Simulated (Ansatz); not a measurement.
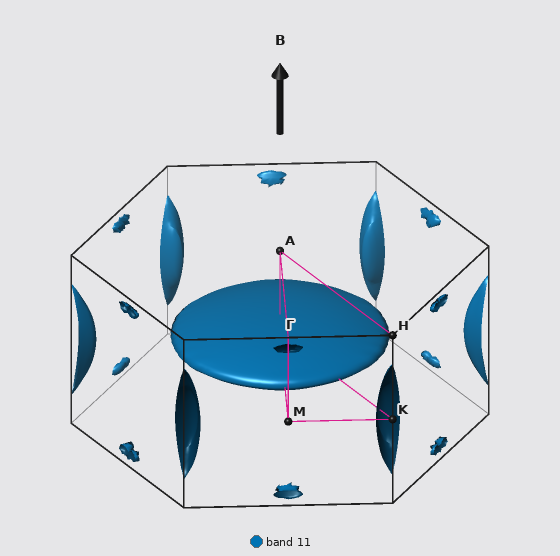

A band of Ca in space group P6_3/mmc with a closed pocket at the Fermi level (other bands may have more); the arrow B points along [001]. One band is drawn. The brighter face of a sheet looks towards empty states. Conventional cell: a = 3.98 Å, b = 3.98 Å, c = 6.52 Å, α = 90.00°, β = 90.00°, γ = 120.00°.

Theory: DFT PBE, scalar-relativistic, plane waves, PAW; levels and slopes on a dense k mesh at the converged density (Ansatz). No spin polarisation. The levels come from a k mesh of 30×30×16 points. Unrelaxed database geometry.

Question: Estimate the largest cross-section normal to [001], and the quantum-oscillation frequency for a field along [001], of the pocket of band 11 at Γ.

Answer: The electron pocket of band 11 at Γ: about 0.94 Å⁻², so F = ħA/2πe ≈ 9.8 kT; it holds 0.098 electrons per cell.

The Fermi level moves by 0.020 eV between the self-consistent and the finer mesh, more than the depth of the shallowest pocket, which is therefore unsettled, and so is the density of states. Necks and pockets thinner than about two mesh steps aren't resolved, so separate pockets may in truth be joined.
